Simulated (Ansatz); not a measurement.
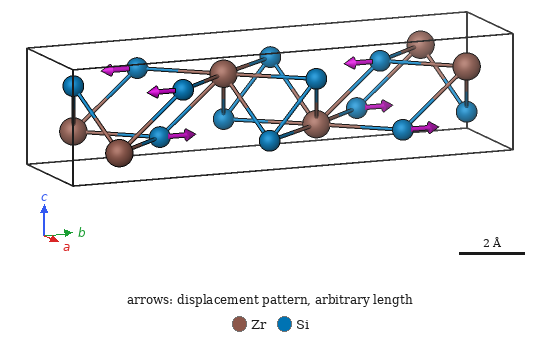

One vibrational mode of solid ZrSi$_{2}$ at the zone centre. Displacements are drawn as purple arrows; their common scale and sign are arbitrary. A ball-and-stick model of the conventional cell (2 times the calculation's cell), seen slightly off an axis. Lengths and directions refer to the drawn axes.

Level of theory: Ansatz 0.2.0, DFT PBE, scalar-relativistic, plane waves, PAW. Settings: plane-wave cutoff 420 eV; k-point mesh 10 × 10 × 10; occupations fermi dirac; smearing width 0.15 eV; no spin polarisation.

The frequencies depend somewhat on the k-mesh and the smearing.

### What mode is this, and where does it lie in the spectrum?

This is the A_g mode at 281 cm⁻¹, optical level 9 of 15, counted from below, Raman-active by symmetry. The Zr atoms hardly move; all motion is along b; atoms of one kind move against one another, with no net shift of their sublattice.
